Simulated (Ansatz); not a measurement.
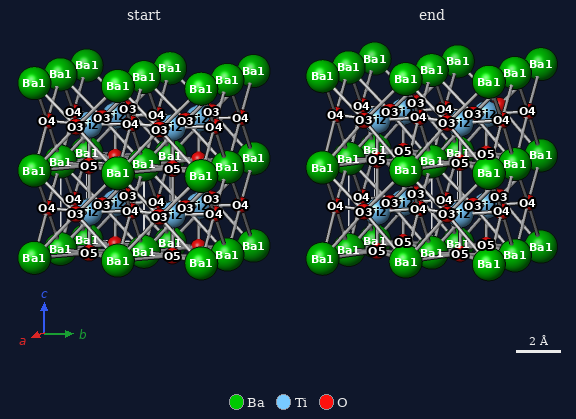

The structure of a crystal of BaTiO$_{3}$ (set up in P4mm) before (left) and after (right) a relaxation, at one scale.

The picture is a ball-and-stick view of the cell of the calculation, repeated 2 × 2 × 2 with one cell outlined, seen slightly off an axis.

The run lets cell and atoms move.

Theory: Kohn-Sham DFT of a periodic cell, PBE, Ansatz PAW in Ansatz.

Input file:
```yaml
crystal:
  lattice:
    - [3.9998, 0.0, 0.0]
    - [0.0, 3.9998, 0.0]
    - [0.0, 0.0, 4.018]
  atoms:
    - { symbol: Ba, position: [0.0, 0.0, 0.0] }
    - { symbol: Ti, position: [0.5, 0.5, 0.49] }
    - { symbol: O, position: [0.0, 0.5, 0.517] }
    - { symbol: O, position: [0.5, 0.0, 0.517] }
    - { symbol: O, position: [0.5, 0.5, 0.019] }
hamiltonian:
  xc: pbe
  pseudopotentials: { kind: paw }
kpoints:
  mp_grid: { grid: [7, 7, 7] }
scf:
  occupations: { method: fermi_dirac, width: 0.05 }
output:
  forces: true
  stress: true
  eigenvalues: true
relax:
  f_tol: 0.01
  max_steps: 40
  cell: { stress_tol: 0.05 }
```

Launched with:
```bash
ansatz run input.yaml --threads 2 --pin off --max-ram 5632MiB --backend cpu --events-out ev --progress --plain --runs-dir out
```

> Summarise the run.

The atom that moves furthest relative to the cell is O5 (0.091 Å along +c). By element the largest moves are O 0.091 Å, Ti 0.074 Å, Ba 0.044 Å. Cell: a = b 4.000 → 3.986 Å (−0.3 %), c 4.018 → 4.198 Å (+4.5 %). Volume +3.8 %. Near-neighbour distances that change, for instance: Ti2–O5 2.126 → 2.386 Å, Ba1–O3 2.884 → 2.989 Å, Ti2–O5 (another image) 1.892 → 1.812 Å, Ba1–Ti2 3.493 → 3.558 Å. Bond angles that change, for instance: Ba1–O5–Ba1 176.9° → 171.3°, Ti2–O3–Ti2 173.8° → 168.5°, O3–Ti2–O3 173.8° → 168.5°. The space group stays P4mm (No. 99). Over 9 accepted moves (11 points after the start) the energy falls by 41.3 meV per cell of the calculation. The largest force component goes from 0.31 to 0.00072 eV/Å. Pressure: 2.43 GPa at the start and 0.01 GPa at the end. The SCF was repeated twice at an unchanged geometry on a basis and grid sized afresh for the cell, which shifted the energy by 10.6 meV per cell of the calculation at most. The run took 22 s on 2 threads of Intel(R) Xeon(R) 6975P-C (Granite Rapids), with other jobs on the host, peak memory 0.45 GiB.
